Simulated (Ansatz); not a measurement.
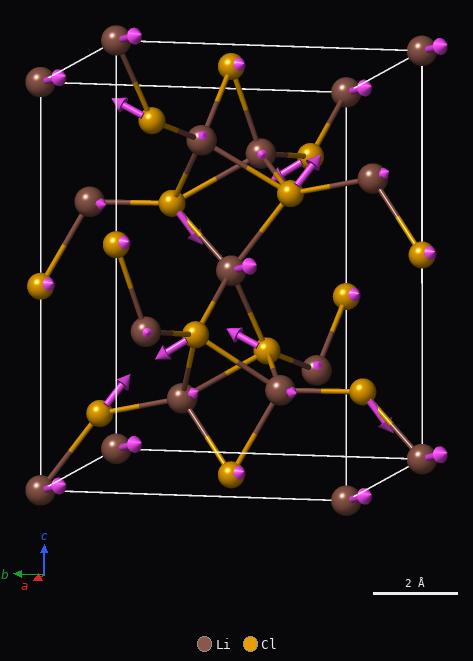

One vibrational mode of solid LiCl (a generated structure) at the zone centre. The pink arrows are the displacements of the atoms (eigenvector over the root of the mass), of arbitrary overall length and sign. Style: ball-and-stick. Shown: the conventional cell (2 times the calculation's cell), from a free direction. Lengths and directions refer to the drawn axes.

Computed with DFT PBE, scalar-relativistic, plane waves, PAW in Ansatz 0.2.0. Set-up: plane-wave cutoff 420 eV; k-point mesh 4 × 4 × 4; occupations fixed; no spin polarisation.

Frequencies are those without the non-analytic (LO–TO) term.

Question: Describe the mode and give its frequency.

Answer: This is the E mode (doubly degenerate; one member of the set is drawn) at 124 cm⁻¹, optical level 4 of 20, counted from below, infrared- and Raman-active by symmetry. It mainly bends the Cl–Li bonds; the kinetic energy is shared as Cl 94 %, Li 6 %. Its infrared intensity is 0.59 (D/Å)²/amu for the set.
